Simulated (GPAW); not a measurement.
# GaP (F-43m): refractive index against wavelength

The refractive index of GaP (F-43m) below the direct gap (1.89 eV on the mesh) is read from one computed spectrum, n = √(Re ε).

Symmetry: F-43m, No. 216, cubic system. The conventional cell has a = 5.451 Å, b = 5.451 Å, c = 5.451 Å, α = 90.00°, β = 90.00°, γ = 90.00°. Around Ga on site a lie 4 P at 2.36 Å. Around P on site c lie 4 Ga at 2.36 Å.

Method: GPAW 26.7.0, PBE, RPA, k-mesh 11×11×11, local fields up to 60 eV, Lorentzian half width 0.15 eV.

Launch of the response step: `OMP_NUM_THREADS=1 python df.py`. The run took 61 s, its band step included, on 1 thread of Arm Neoverse V1, with other jobs on the host.

| wavelength (nm) | photon energy E (eV) | n |
| --- | --- | --- |
| 3000 | 0.413 | 3.1089 |
| 2000 | 0.620 | 3.1276 |
| 1550 | 0.800 | ? |
| 1310 | 0.946 | 3.1752 |
| 1064 | 1.165 | 3.2224 |

In the single-oscillator model n² − 1 = E₀E_d/(E₀² − E²), so 1/(n² − 1) = E₀/E_d − E²/(E₀E_d) is linear in E².

Working, on the rows shown:

| x = E² (eV²) | y = 1/(n² − 1) |
| --- | --- |
| 0.170801 | 0.115403 |
| 0.384302 | 0.113871 |
| 0.895757 | 0.110109 |
| 1.35784 | 0.106566 |

Means: x̄ = 0.70218, ȳ = 0.11149. Σ(x − x̄)(y − ȳ) = -0.006332, Σ(x − x̄)² = 0.8508. Slope = -0.006332 / 0.8508 = -0.007443; intercept = ȳ − slope · x̄ = 0.11671. Turned back into n, the line misses the rows shown by at most 0.00081.

Q: Predict the last column of the withheld row from the fit.

A: At x = 0.63984 the line gives y = 0.11195, that is 3.1516. The run gave 3.1509, so the interpolation is off by 0.00068, 0.6 % of the range in the table.

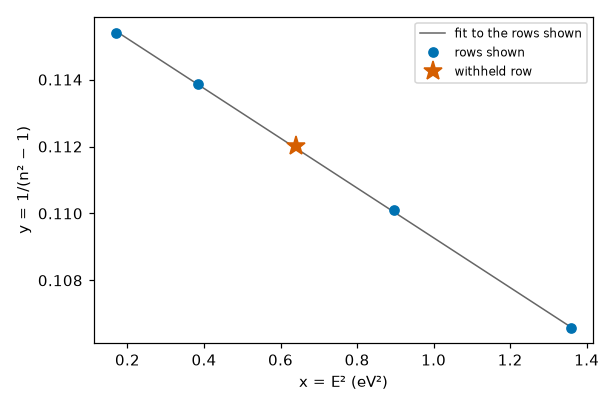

Refitted with all rows, the slope is -0.007446 and the intercept 0.11673. These give E₀ = √(intercept/−slope) = 3.96 eV and E_d = E₀/intercept = 33.9 eV; E₀ is 2.1 times the direct gap. The electronic limit at long wavelengths, without lattice vibrations, is n = √(1 + 1/intercept) = 3.093. Excitons are left out; PBE gaps are as a rule too small. The values come from a sum over the points of one k-mesh and carry its error, which grows as the direct gap shrinks. Spin-orbit coupling is left out.
